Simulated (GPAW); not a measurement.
## ZnS (P6_3mc): refractive index against wavelength

The refractive index of ZnS (P6_3mc) along x below the direct gap (2.24 eV on the mesh) is read from one computed spectrum, n = √(Re ε). x, y and z are the Cartesian axes of the input cell.

Cell: a, b, c = 3.811, 3.811, 6.234 Å (primitive vectors), 4 atoms.

Method: GPAW 26.7.0, PBE, RPA, k-mesh 12×12×6, local fields up to 70 eV, Lorentzian half width 0.12 eV.

Launch of the response step: `OMP_NUM_THREADS=1 python df.py`. The run took 10.0 min, its band step included, on 1 thread of Arm Neoverse V1 (shared host).

| wavelength (nm) | photon energy E (eV) | n |
| --- | --- | --- |
| 3000 | 0.413 | 2.3487 |
| 2000 | 0.620 | 2.3555 |
| 1550 | 0.800 | 2.3639 |
| 1310 | 0.946 | 2.3725 |
| 1064 | 1.165 | 2.3887 |
| 850 | 1.459 | ? |

In the single-oscillator model n² − 1 = E₀E_d/(E₀² − E²), so 1/(n² − 1) = E₀/E_d − E²/(E₀E_d) is linear in E².

Working, on the rows shown:

| x = E² (eV²) | y = 1/(n² − 1) |
| --- | --- |
| 0.170801 | 0.221416 |
| 0.384302 | 0.219858 |
| 0.639837 | 0.217959 |
| 0.895757 | 0.216041 |
| 1.35784 | 0.2125 |

Means: x̄ = 0.68971, ȳ = 0.21755. Σ(x − x̄)(y − ȳ) = -0.006417, Σ(x − x̄)² = 0.8539. Slope = -0.006417 / 0.8539 = -0.007515; intercept = ȳ − slope · x̄ = 0.22274. Turned back into n, the line misses the rows shown by at most 0.00017.

Q: Predict the last column of the withheld row from the fit.

A: At x = 2.1276 the line gives y = 0.20675, that is 2.4159. The run gave 2.4181, so the extrapolation is off by 0.0022, 3 % of the range in the table.

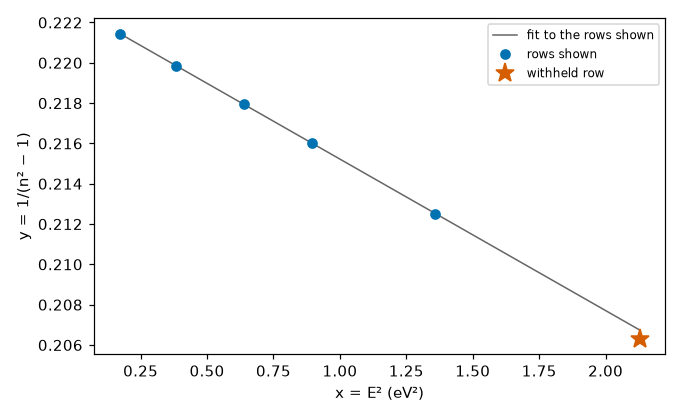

Refitted with all rows, the slope is -0.007722 and the intercept 0.22286. These give E₀ = √(intercept/−slope) = 5.37 eV and E_d = E₀/intercept = 24.1 eV; E₀ is 2.4 times the direct gap. The electronic limit at long wavelengths, without lattice vibrations, is n = √(1 + 1/intercept) = 2.342. The cell comes from an older database entry, whose edges can be off by a per cent or so. Excitons are left out; PBE gaps are as a rule too small. The values come from a sum over the points of one k-mesh and carry its error, which grows as the direct gap shrinks.
